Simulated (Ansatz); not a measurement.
## Sn: geometry relaxation (part 1 of 3)

Sn (P6₃/mmc, 4 atoms in the cell), computed with DFT PBEsol, scalar-relativistic, plane waves, PAW, no spin polarisation (Ansatz 0.2.0).

The structure was made by swapping elements on the sites of another compound; it need not be a known phase. It belongs to a series of runs on one base structure; here: Co -> Sn on all its sites, cell and atoms relaxed. Figures and captions count atoms from 1; the log counts them from 0 in places.

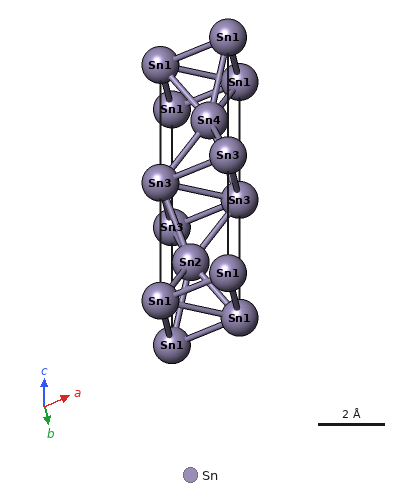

Fig. 1: The starting structure (ball-and-stick view of the cell of the calculation, seen at an oblique angle; atoms are numbered from 1 in the order of the input). An atom can appear more than once, as a periodic image.

### Key numbers

```tsv
quantity	value
outcome	converged
space group (tolerance 0.01 Å)	P6₃/mmc (194)
electrons treated	56
free energy	−23799.0063 eV
Fermi energy	11.163 eV
gap on the k-point mesh	none (metallic)
pressure	0.06 GPa
final volume	105.32 Å³
largest force (length of the vector) at the end	under 0.001 eV/Å
final cell	a = 3.367 Å, b = 3.367 Å, c = 10.728 Å, α = 90.00°, β = 90.00°, γ = 120.00°
hardware	1 thread of Intel Xeon @ 2.50GHz (Skylake/Cascade Lake), 189 GiB of memory available, shared host
wall time	2.5 min
peak memory	0.47 GiB
```

### The input
```yaml
crystal:
  lattice:
    - [2.6229037487, 0.0, 0.0]
    - [-1.3114518744, 2.2715012781, 0.0]
    - [0.0, 0.0, 8.5088452483]
  atoms:
    - { symbol: Sn, position: [0.0, 0.0, 0.0] }
    - { symbol: Sn, position: [0.3333333333, 0.6666666667, 0.25] }
    - { symbol: Sn, position: [0.0, 0.0, 0.5] }
    - { symbol: Sn, position: [0.6666666667, 0.3333333333, 0.75] }
basis:
  ecutwfc: 420
kpoints:
  mp_grid: { grid: [12, 12, 4] }
hamiltonian:
  xc: pbesol
scf:
  occupations: { method: gaussian, width: 0.1 }
output:
  forces: true
  stress: true
  eigenvalues: true
relax:
  adjacent_minimum: "off"
  f_tol: 0.05
  max_steps: 60
  cell: { stress_tol: 0.5 }
```

Launched with:
```bash
ansatz run input.yaml --threads 1 --pin off --max-ram 2560MiB --backend cpu --events-out ev --progress --plain --runs-dir out
```

### What the program printed
```
Engine: ansatz 0.2.0, x86_64-unknown-linux-gnu
Pseudopotentials: kind: paw
Pseudopotential: Sn, paw, valence charge 14, recommended cutoff 420 eV (normal), Sn.paw.azcp
Functional definition: PBEsol
  exchange = pbesol_x
  correlation = pbesol_c
Crystal: 4 atoms, lattice volume = 50.695 Å³
Basis set: ecut = 420 eV, 1019 PW (Γ), exchange–correlation on 36×36×120 points (8 copies of the dense FFT grid, shifted against one another)
Bands: 34, of which v1, the nominal top of the filled ones, is band 28 counted from 1 (27 counted from 0)
Symmetry: 24 space group operations
Space group: P63/mmc (ITA 194), of the structure as read, at distance tolerance 3.7e-5 Å
k-points: 57 of 576
Non-local potential: Sn, projectors of the file, l = 0: 2, l = 1: 2, l = 2: 2, l = 3: 2
PAW form: soft (Blöchl's): semilocal exchange-correlation on the pseudo side does not see the compensation charge
PAW frozen core: Sn, regenerated for the run's functional, and the local potential with it (the file was generated under x = pbe(κ = 0.804, μ = 0.2195149727645171), c = pbe(β = 0.06672455060314922))
PAW one-centre angular grid: Sn, 590 points (default); XC on 64 Gauss nodes
Initial density: superposition of atomic densities (neutral atoms: chi_scale 0, normalization atom), corrected by the library's trained network
Initial wavefunctions: pseudopotential atomic-orbital guess
Functional: x = pbesol(κ = 0.804, μ = 0.12345679012345678), c = pbesol(β = 0.046)
SCF iter   1: F=—  HF=-23779.205996 eV  |F-HF|=—  |Δ(HF+E_count)|=         —  Δρ=2.10e-2  dr2=9.90e-2  ethr=1.77e-3  ⟨swp⟩=11.4  Hψ=12156  notcnv=0
preconditioner: auto → Kerker (q_TF=auto, 2.774 Å⁻¹)  [metal: Δε(μ)=0.066 eV  Ē_g=22.995 eV  σ=0.100 eV  W_gap=0.35  n_scr=12 (ndim 8)  ℏωp=39.0 eV  f_vac=0.000  D(μ)=1.83/eV (n_scr^D=6)]
SCF iter   2: F=—  HF=-23779.192592 eV  |F-HF|=—  |Δ(HF+E_count)|=   1.34e-2  Δρ=1.16e-2  dr2=3.14e-2  ethr=1.77e-4  ⟨swp⟩=2.2  Hψ=2581  notcnv=0  defer=6
SCF iter   3: F=—  HF=-23779.179642 eV  |F-HF|=—  |Δ(HF+E_count)|=   1.30e-2  Δρ=7.45e-4  dr2=2.47e-4  ethr=5.61e-5  ⟨swp⟩=2.8  Hψ=3529  notcnv=0  defer=4
SCF iter   4: F=—  HF=-23779.179734 eV  |F-HF|=—  |Δ(HF+E_count)|=   9.28e-5  Δρ=2.19e-4  dr2=2.53e-5  ethr=4.41e-7  ⟨swp⟩=3.5  Hψ=3675  notcnv=0  defer=4
SCF iter   5: F=—  HF=-23779.179740 eV  |F-HF|=—  |Δ(HF+E_count)|=   5.84e-6  Δρ=3.94e-5  dr2=4.83e-7  ethr=4.52e-8  ⟨swp⟩=3.2  Hψ=3611  notcnv=0  defer=6
SCF iter   6: F=—  HF=-23779.179740 eV  |F-HF|=—  |Δ(HF+E_count)|=   1.39e-9  Δρ=1.15e-5  dr2=1.21e-7  ethr=1.79e-10  ⟨swp⟩=14.7  Hψ=11684  notcnv=0
SCF iter   7: F=-23779.179740 eV  HF=-23779.179740 eV  |F-HF|=2.26e-9  |Δ(HF+E_count)|=   4.08e-8  Δρ=2.69e-6  dr2=3.67e-9  ethr=1.79e-10  ⟨swp⟩=6.9  Hψ=7551  notcnv=0
SCF 1 converged in 7 iterations: F = -23779.179740 eV  dr2 = 3.67e-9
  greatest PAW one-centre occupation: 0.993 electrons in one spin orbital (limit 2), on the Sn atom at site 3 (counted from 0), in its partial waves of l = 2
relax step   1: F+E_penalty+E_count = -23779.17974024 eV  Δ(F+E_penalty+E_count) = +0.000e0 eV  max|allowed force component| = 1.943e-16 eV/Å  Δτ_max = 0.0000 Å  P = +234.634 GPa  Ω = 50.695 Å³  (7 SCF iters, dr2 threshold 1.00e-7 eV, accepted)
Crystal: 4 atoms, lattice volume = 58.343 Å³
Basis set: ecut = 420 eV, 1151 PW (Γ), exchange–correlation on 36×36×120 points (8 copies of the dense FFT grid, shifted against one another)
Initial density: handed on by an earlier stage of this run
Initial wavefunctions: those handed on with the density
iter 1 solved again at ethr=5.77e-5 eV; its pass at ethr=3.10e-3 eV (dr2=3.23e-2 eV) is discarded
SCF iter   1: F=—  HF=-23787.768271 eV  |F-HF|=—  |Δ(HF+E_count)|=         —  Δρ=7.96e-3  dr2=3.19e-2  ethr=5.77e-5  ⟨swp⟩=1.2  Hψ=13354  notcnv=0
preconditioner: auto → Kerker (q_TF=auto, 2.710 Å⁻¹)  [metal: Δε(μ)=0.036 eV  Ē_g=22.265 eV  σ=0.100 eV  W_gap=0.20  n_scr=12 (ndim 8)  ℏωp=36.4 eV  f_vac=0.000  D(μ)=1.54/eV (n_scr^D=6)]
SCF iter   2: F=—  HF=-23787.760769 eV  |F-HF|=—  |Δ(HF+E_count)|=   7.50e-3  Δρ=5.19e-3  dr2=1.35e-2  ethr=5.70e-5  ⟨swp⟩=1.2  Hψ=1961  notcnv=0
SCF iter   3: F=—  HF=-23787.754743 eV  |F-HF|=—  |Δ(HF+E_count)|=   6.03e-3  Δρ=4.55e-4  dr2=5.12e-5  ethr=2.42e-5  ⟨swp⟩=2.1  Hψ=3481  notcnv=0
SCF iter   4: F=—  HF=-23787.754774 eV  |F-HF|=—  |Δ(HF+E_count)|=   3.13e-5  Δρ=9.39e-5  dr2=3.93e-6  ethr=9.14e-8  ⟨swp⟩=2.2  Hψ=2924  notcnv=0
SCF iter   5: F=-23787.754773 eV  HF=-23787.754773 eV  |F-HF|=2.68e-8  |Δ(HF+E_count)|=   1.80e-6  Δρ=3.00e-5  dr2=3.59e-7  ethr=7.14e-10  ⟨swp⟩=9.4  Hψ=10116  notcnv=0
SCF 2 converged in 5 iterations: F = -23787.754773 eV  dr2 = 3.59e-7
  greatest PAW one-centre occupation: 0.992 electrons in one spin orbital (limit 2), on the Sn atom at site 3 (counted from 0), in its partial waves of l = 2
relax step   2: F+E_penalty+E_count = -23787.75477254 eV  Δ(F+E_penalty+E_count) = -8.575e0 eV  max|allowed force component| = 1.665e-16 eV/Å  Δτ_max = 0.0000 Å  P = +135.412 GPa  Ω = 58.343 Å³  energy of the carried Pulay correction = -2.042e-2 eV  (5 SCF iters, dr2 threshold 4.00e-7 eV, accepted)
Crystal: 4 atoms, lattice volume = 66.756 Å³
Basis set: ecut = 420 eV, 1315 PW (Γ), exchange–correlation on 36×36×120 points (8 copies of the dense FFT grid, shifted against one another)
iter 1 solved again at ethr=3.71e-5 eV; its pass at ethr=3.10e-3 eV (dr2=2.08e-2 eV) is discarded
SCF iter   1: F=—  HF=-23793.128964 eV  |F-HF|=—  |Δ(HF+E_count)|=         —  Δρ=5.85e-3  dr2=2.06e-2  ethr=3.71e-5  ⟨swp⟩=1.2  Hψ=12941  notcnv=0
preconditioner: auto → Kerker (q_TF=auto, 2.650 Å⁻¹)  [metal: Δε(μ)=0.119 eV  Ē_g=21.426 eV  σ=0.100 eV  W_gap=0.50  n_scr=24 (ndim 8)  ℏωp=34.0 eV  f_vac=0.000  D(μ)=1.74/eV (n_scr^D=6)]
SCF iter   2: F=—  HF=-23793.124625 eV  |F-HF|=—  |Δ(HF+E_count)|=   4.34e-3  Δρ=3.80e-3  dr2=8.62e-3  ethr=3.68e-5  ⟨swp⟩=1.1  Hψ=1946  notcnv=0
SCF iter   3: F=—  HF=-23793.121065 eV  |F-HF|=—  |Δ(HF+E_count)|=   3.56e-3  Δρ=3.03e-4  dr2=3.06e-5  ethr=1.54e-5  ⟨swp⟩=2.2  Hψ=3485  notcnv=0
SCF iter   4: F=—  HF=-23793.121073 eV  |F-HF|=—  |Δ(HF+E_count)|=   7.81e-6  Δρ=8.57e-5  dr2=2.62e-6  ethr=5.46e-8  ⟨swp⟩=2.4  Hψ=3556  notcnv=0
SCF iter   5: F=-23793.121073 eV  HF=-23793.121073 eV  |F-HF|=3.37e-8  |Δ(HF+E_count)|=   9.02e-9  Δρ=1.61e-5  dr2=1.39e-7  ethr=7.14e-10  ⟨swp⟩=7.8  Hψ=8685  notcnv=0
SCF 3 converged in 5 iterations: F = -23793.121073 eV  dr2 = 1.39e-7
relax step   3: F+E_penalty+E_count = -23793.12107323 eV  Δ(F+E_penalty+E_count) = -5.366e0 eV  max|allowed force component| = 3.469e-17 eV/Å  Δτ_max = 0.0000 Å  P = +75.602 GPa  Ω = 66.756 Å³  energy of the carried Pulay correction = -3.984e-2 eV  (5 SCF iters, dr2 threshold 4.00e-7 eV, accepted)
Crystal: 4 atoms, lattice volume = 76.002 Å³
Basis set: ecut = 420 eV, 1425 PW (Γ), exchange–correlation on 36×36×120 points (8 copies of the dense FFT grid, shifted against one another)
iter 1 solved again at ethr=2.44e-5 eV; its pass at ethr=3.10e-3 eV (dr2=1.37e-2 eV) is discarded
SCF iter   1: F=—  HF=-23796.309912 eV  |F-HF|=—  |Δ(HF+E_count)|=         —  Δρ=4.54e-3  dr2=1.32e-2  ethr=2.44e-5  ⟨swp⟩=1.3  Hψ=12493  notcnv=0
preconditioner: auto → Kerker (q_TF=auto, 2.593 Å⁻¹)  [metal: Δε(μ)=0.063 eV  Ē_g=20.718 eV  σ=0.100 eV  W_gap=0.33  n_scr=26 (ndim 8)  ℏωp=31.9 eV  f_vac=0.000  D(μ)=1.95/eV (n_scr^D=6)]
SCF iter   2: F=—  HF=-23796.307460 eV  |F-HF|=—  |Δ(HF+E_count)|=   2.45e-3  Δρ=2.95e-3  dr2=5.70e-3  ethr=2.36e-5  ⟨swp⟩=1.0  Hψ=1938  notcnv=0
SCF iter   3: F=—  HF=-23796.305297 eV  |F-HF|=—  |Δ(HF+E_count)|=   2.16e-3  Δρ=2.12e-4  dr2=1.31e-5  ethr=1.02e-5  ⟨swp⟩=2.5  Hψ=3520  notcnv=0
SCF iter   4: F=—  HF=-23796.305319 eV  |F-HF|=—  |Δ(HF+E_count)|=   2.24e-5  Δρ=5.33e-5  dr2=1.40e-6  ethr=2.33e-8  ⟨swp⟩=2.9  Hψ=3539  notcnv=0
SCF iter   5: F=-23796.305320 eV  HF=-23796.305320 eV  |F-HF|=4.55e-10  |Δ(HF+E_count)|=   5.45e-8  Δρ=1.31e-5  dr2=8.73e-8  ethr=7.14e-10  ⟨swp⟩=7.5  Hψ=8926  notcnv=0
the search or the solves at the SCF's close seem to have found levels that the self-consistency loop had missed (the run counts 1). By its estimate they hold under 1e-12 electrons; where the run keeps them, the occupations were computed again with them
SCF 4 converged in 5 iterations: F = -23796.305320 eV  dr2 = 8.73e-8
relax step   4: F+E_penalty+E_count = -23796.30531954 eV  Δ(F+E_penalty+E_count) = -3.184e0 eV  max|allowed force component| = 6.014e-17 eV/Å  Δτ_max = 0.0000 Å  P = +38.797 GPa  Ω = 76.002 Å³  energy of the carried Pulay correction = -5.828e-2 eV  (5 SCF iters, dr2 threshold 4.00e-7 eV, accepted)
Crystal: 4 atoms, lattice volume = 85.868 Å³
Basis set: ecut = 420 eV, 1653 PW (Γ), exchange–correlation on 36×36×120 points (8 copies of the dense FFT grid, shifted against one another)
iter 1 solved again at ethr=1.51e-5 eV; its pass at ethr=3.10e-3 eV (dr2=8.45e-3 eV) is discarded
SCF iter   1: F=—  HF=-23797.897556 eV  |F-HF|=—  |Δ(HF+E_count)|=         —  Δρ=3.90e-3  dr2=8.39e-3  ethr=1.51e-5  ⟨swp⟩=1.4  Hψ=12540  notcnv=0
preconditioner: auto → Kerker (q_TF=auto, 2.541 Å⁻¹)  [metal: Δε(μ)=0.079 eV  Ē_g=20.129 eV  σ=0.100 eV  W_gap=0.39  n_scr=26 (ndim 8)  ℏωp=30.0 eV  f_vac=0.000  D(μ)=2.06/eV (n_scr^D=6)]
SCF iter   2: F=—  HF=-23797.896083 eV  |F-HF|=—  |Δ(HF+E_count)|=   1.47e-3  Δρ=2.44e-3  dr2=3.84e-3  ethr=1.50e-5  ⟨swp⟩=1.0  Hψ=1938  notcnv=0
SCF iter   3: F=—  HF=-23797.894702 eV  |F-HF|=—  |Δ(HF+E_count)|=   1.38e-3  Δρ=1.96e-4  dr2=1.53e-5  ethr=6.86e-6  ⟨swp⟩=2.5  Hψ=2914  notcnv=0
SCF iter   4: F=—  HF=-23797.894713 eV  |F-HF|=—  |Δ(HF+E_count)|=   1.13e-5  Δρ=9.98e-5  dr2=3.08e-6  ethr=2.74e-8  ⟨swp⟩=2.0  Hψ=3393  notcnv=0
SCF iter   5: F=-23797.894717 eV  HF=-23797.894717 eV  |F-HF|=7.59e-9  |Δ(HF+E_count)|=   3.08e-6  Δρ=1.22e-5  dr2=9.70e-8  ethr=7.14e-10  ⟨swp⟩=4.1  Hψ=8199  notcnv=0
SCF 5 converged in 5 iterations: F = -23797.894717 eV  dr2 = 9.70e-8
relax step   5: F+E_penalty+E_count = -23797.89471653 eV  Δ(F+E_penalty+E_count) = -1.589e0 eV  max|allowed force component| = 5.782e-17 eV/Å  Δτ_max = 0.0000 Å  P = +15.042 GPa  Ω = 85.868 Å³  energy of the carried Pulay correction = -7.538e-2 eV  (5 SCF iters, dr2 threshold 4.00e-7 eV, accepted)
Crystal: 4 atoms, lattice volume = 96.062 Å³
Basis set: ecut = 420 eV, 1931 PW (Γ), exchange–correlation on 36×36×120 points (8 copies of the dense FFT grid, shifted against one another)
iter 1 solved again at ethr=1.09e-5 eV; its pass at ethr=3.10e-3 eV (dr2=6.13e-3 eV) is discarded
SCF iter   1: F=—  HF=-23798.255418 eV  |F-HF|=—  |Δ(HF+E_count)|=         —  Δρ=4.02e-3  dr2=6.36e-3  ethr=1.09e-5  ⟨swp⟩=1.6  Hψ=12349  notcnv=0
preconditioner: auto → Kerker (q_TF=auto, 2.494 Å⁻¹)  [metal: Δε(μ)=0.049 eV  Ē_g=19.677 eV  σ=0.100 eV  W_gap=0.27  n_scr=26 (ndim 8)  ℏωp=28.4 eV  f_vac=0.000  D(μ)=1.46/eV (n_scr^D=4)]
SCF iter   2: F=—  HF=-23798.253549 eV  |F-HF|=—  |Δ(HF+E_count)|=   1.87e-3  Δρ=2.24e-3  dr2=2.75e-3  ethr=1.09e-5  ⟨swp⟩=2.0  Hψ=3078  notcnv=0
SCF iter   3: F=—  HF=-23798.252569 eV  |F-HF|=—  |Δ(HF+E_count)|=   9.80e-4  Δρ=4.60e-4  dr2=1.93e-4  ethr=4.91e-6  ⟨swp⟩=1.5  Hψ=2000  notcnv=0
SCF iter   4: F=—  HF=-23798.252509 eV  |F-HF|=—  |Δ(HF+E_count)|=   5.96e-5  Δρ=6.83e-5  dr2=1.65e-6  ethr=3.44e-7  ⟨swp⟩=2.8  Hψ=3387  notcnv=0
SCF iter   5: F=-23798.252510 eV  HF=-23798.252510 eV  |F-HF|=4.53e-8  |Δ(HF+E_count)|=   1.11e-6  Δρ=1.31e-5  dr2=1.67e-7  ethr=7.14e-10  ⟨swp⟩=7.2  Hψ=7991  notcnv=0
the search or the solves at the SCF's close seem to have found levels that the self-consistency loop had missed (the run counts 1). By its estimate they hold under 1e-12 electrons; where the run keeps them, the occupations were computed again with them
SCF 6 converged in 5 iterations: F = -23798.252510 eV  dr2 = 1.67e-7
  greatest PAW one-centre occupation: 0.995 electrons in one spin orbital (limit 2), on the Sn atom at site 3 (counted from 0), in its partial waves of l = 2
relax step   6: F+E_penalty+E_count = -23798.25251037 eV  Δ(F+E_penalty+E_count) = -3.578e-1 eV  max|allowed force component| = 9.483e-17 eV/Å  Δτ_max = 0.0000 Å  P = -2.726 GPa  Ω = 96.062 Å³  energy of the carried Pulay correction = -9.082e-2 eV  (5 SCF iters, dr2 threshold 4.00e-7 eV, accepted)
Crystal: 4 atoms, lattice volume = 94.327 Å³
Basis set: ecut = 420 eV, 1895 PW (Γ), exchange–correlation on 36×36×120 points (8 copies of the dense FFT grid, shifted against one another)
iter 1 solved again at ethr=2.30e-7 eV; its pass at ethr=3.10e-3 eV (dr2=1.29e-4 eV) is discarded
SCF iter   1: F=—  HF=-23798.271063 eV  |F-HF|=—  |Δ(HF+E_count)|=         —  Δρ=6.94e-4  dr2=1.52e-4  ethr=2.30e-7  ⟨swp⟩=3.0  Hψ=11637  notcnv=0
preconditioner: auto → Kerker (q_TF=auto, 2.501 Å⁻¹)  [metal: Δε(μ)=0.048 eV  Ē_g=19.726 eV  σ=0.100 eV  W_gap=0.26  n_scr=26 (ndim 8)  ℏωp=28.6 eV  f_vac=0.000  D(μ)=1.60/eV (n_scr^D=4)]
SCF iter   2: F=—  HF=-23798.270994 eV  |F-HF|=—  |Δ(HF+E_count)|=   6.90e-5  Δρ=3.67e-4  dr2=5.81e-5  ethr=2.30e-7  ⟨swp⟩=2.0  Hψ=3085  notcnv=0
SCF iter   3: F=—  HF=-23798.270972 eV  |F-HF|=—  |Δ(HF+E_count)|=   2.14e-5  Δρ=8.83e-5  dr2=6.83e-6  ethr=1.04e-7  ⟨swp⟩=2.1  Hψ=3164  notcnv=0
SCF iter   4: F=-23798.270970 eV  HF=-23798.270969 eV  |F-HF|=2.11e-8  |Δ(HF+E_count)|=   2.75e-6  Δρ=1.08e-5  dr2=5.38e-8  ethr=7.14e-10  ⟨swp⟩=4.0  Hψ=8347  notcnv=0
SCF 7 converged in 4 iterations: F = -23798.270970 eV  dr2 = 5.38e-8
relax step   7: F+E_penalty+E_count = -23798.27096951 eV  Δ(F+E_penalty+E_count) = -1.846e-2 eV  max|allowed force component| = 4.626e-17 eV/Å  Δτ_max = 0.0000 Å  P = +0.116 GPa  Ω = 94.327 Å³  energy of the carried Pulay correction = -8.830e-2 eV  (4 SCF iters, dr2 threshold 4.00e-7 eV, accepted)
Basis set: ecut = 420 eV, 1895 PW (Γ), exchange–correlation on 48×48×144 points (8 copies of the dense FFT grid, shifted against one another)
Initial wavefunctions: pseudopotential atomic-orbital guess (no wavefunctions were taken with the density)
iter 1 solved again at ethr=1.26e-5 eV; its pass at ethr=3.10e-3 eV (dr2=7.07e-3 eV) is discarded
SCF iter   1: F=—  HF=-23798.760921 eV  |F-HF|=—  |Δ(HF+E_count)|=         —  Δρ=4.18e-3  dr2=5.41e-3  ethr=1.26e-5  ⟨swp⟩=2.4  Hψ=12117  notcnv=0
preconditioner: auto → Kerker (q_TF=auto, 2.501 Å⁻¹)  [metal: Δε(μ)=0.049 eV  Ē_g=19.716 eV  σ=0.100 eV  W_gap=0.27  n_scr=26 (ndim 8)  ℏωp=28.6 eV  f_vac=0.000  D(μ)=1.60/eV (n_scr^D=4)]
SCF iter   2: F=—  HF=-23798.756924 eV  |F-HF|=—  |Δ(HF+E_count)|=   4.00e-3  Δρ=1.67e-3  dr2=6.66e-4  ethr=9.67e-6  ⟨swp⟩=2.1  Hψ=3406  notcnv=0
SCF iter   3: F=—  HF=-23798.756903 eV  |F-HF|=—  |Δ(HF+E_count)|=   2.12e-5  Δρ=4.24e-4  dr2=7.60e-5  ethr=1.19e-6  ⟨swp⟩=2.0  Hψ=3521  notcnv=0
SCF iter   4: F=—  HF=-23798.756924 eV  |F-HF|=—  |Δ(HF+E_count)|=   2.15e-5  Δρ=3.48e-5  dr2=1.09e-6  ethr=1.36e-7  ⟨swp⟩=2.0  Hψ=2388  notcnv=0
SCF iter   5: F=—  HF=-23798.756920 eV  |F-HF|=—  |Δ(HF+E_count)|=   4.43e-6  Δρ=7.24e-6  dr2=3.78e-8  ethr=1.95e-9  ⟨swp⟩=2.1  Hψ=3530  notcnv=0
SCF iter   6: F=-23798.756920 eV  HF=-23798.756920 eV  |F-HF|=1.53e-10  |Δ(HF+E_count)|=   3.29e-9  Δρ=1.87e-6  dr2=2.15e-9  ethr=7.14e-12  ⟨swp⟩=4.6  Hψ=6747  notcnv=0
SCF 8 converged in 6 iterations: F = -23798.756920 eV  dr2 = 2.15e-9
relax step   8: F+E_penalty+E_count = -23798.75691962 eV  Δ(F+E_penalty+E_count) = -4.860e-1 eV  max|allowed force component| = 7.401e-17 eV/Å  Δτ_max = 0.0000 Å  P = +8.003 GPa  Ω = 94.327 Å³  stress off target by 8.17e0 GPa  SCF on the basis re-selected at this cell (its energy is not comparable with the rows above)  (6 SCF iters)
basis re-selected at this cell: Δ(F+E_penalty+E_count) = -4.860e-1 eV, ΔP = +7.888 GPa vs the last step (what re-selecting the basis moved, of the pressure what is left beyond the Pulay correction that the steps carried, after the strain that the cell walked since its last selection, with what the two solves' SCF thresholds leave and, on support functions, any second-order correction that the steps lacked; it is no measure of the basis error at this ecutwfc). The dense FFT grid was sized anew with the basis: this SCF ran on 24×24×72 points, the steps before it on 18×18×60, so part of this shift can come from that change (see relax.cell in the input reference). This SCF's stress stands 8.17e0 GPa from its target on what of the cell is left free (relax.cell.stress_tol is 5.00e-1 GPa) and its largest allowed force component is 7.40e-17 eV/Å (relax.f_tol is 5.00e-2 eV/Å): not within both, so this SCF does not close the relaxation
Crystal: 4 atoms, lattice volume = 99.145 Å³
Basis set: ecut = 420 eV, 1967 PW (Γ), exchange–correlation on 48×48×144 points (8 copies of the dense FFT grid, shifted against one another)
iter 1 solved again at ethr=6.97e-7 eV; its pass at ethr=3.10e-3 eV (dr2=3.90e-4 eV) is discarded
```
